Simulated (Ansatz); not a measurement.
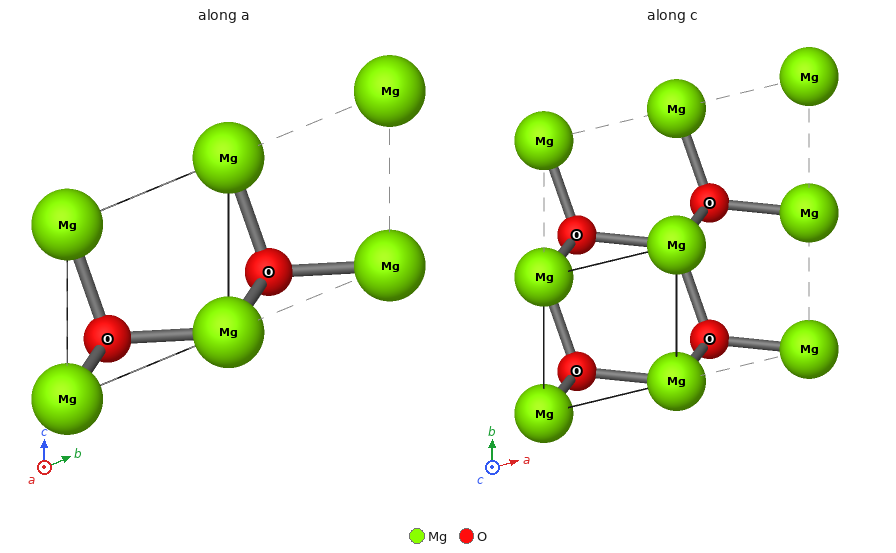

Ball-and-stick representation of a periodic structure, projected along the a axis and along the c axis. The drawing covers 2×2×1 cells, and the solid lines enclose one simulation cell.

The input file of the run:
```yaml
crystal:
  lattice:
    - [0.0, 2.3732858892, 2.1323010193]
    - [2.3732858892, 0.0, 2.1323010193]
    - [2.3732858892, 2.3732858892, 0.0]
  atoms:
    - { symbol: Mg, position: [0.0, 0.0, 0.0] }
    - { symbol: O, position: [0.25, 0.25, 0.25] }
kpoints:
  mp_grid: { grid: [6, 6, 6] }
hamiltonian:
  xc: pbe
scf:
  occupations: { method: fixed }
gw:
  n_empty_bands: 100
  ecut_chi: 150
  qp_bands: [v2, c2]
  qp_kpoints: band_edges
  screening: { model: contour_deformation }
```

Run with G0W0 on PBE, plane waves, PAW (Ansatz) and these settings: a 420 eV plane-wave basis, k-mesh 6×6×6, no spin polarisation.

### Does it come out as a metal, or with a gap?

An insulator at this level, with a gap of 3.45 eV, direct.

Its origin is a structure type filled with these elements by a generator (whether the compound takes this form wasn't checked). Earlier steps of the study may have refined or changed the cell and positions. It went into a calculation with Ansatz.
